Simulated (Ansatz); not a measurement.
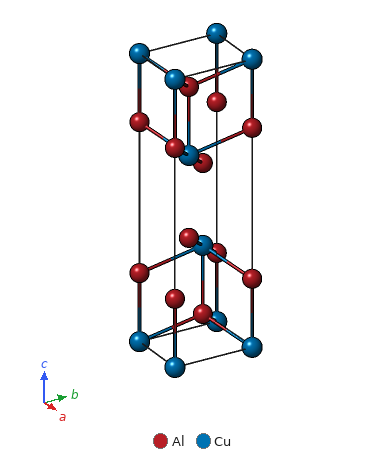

Structure drawing (ball-and-stick), viewed slightly off an axis. The wireframe shows the conventional unit cell.

Al$_{2}$Cu, space group P-3m1 (No. 164), a = 4.05 Å, b = 4.05 Å, c = 10.42 Å, α = 90.00°, β = 90.00°, γ = 120.00°.

Level of theory and settings: DFT PBEsol, scalar-relativistic, plane waves, PAW (Ansatz), a kinetic-energy cutoff of 420 eV, k-points about 0.14 Å⁻¹ apart, Gaussian smearing of 0.15 eV, no spin polarisation.

**Metal or not?**

A metal: bands cross the Fermi level.

**Under what pressure is the structure?**

The computed pressure is -2.6 GPa (stretched: it would shrink). The stress isn't hydrostatic: its largest component is 4.3 GPa.

The structure was taken from a structure listed in the Materials Project. The cell was then strained or its atoms displaced on purpose. A calculation with Ansatz used it as input.

At this level of theory the cell isn't at rest (forces up to 0.6 eV/Å), so its distances can differ from those at equilibrium, the more so the softer the solid.
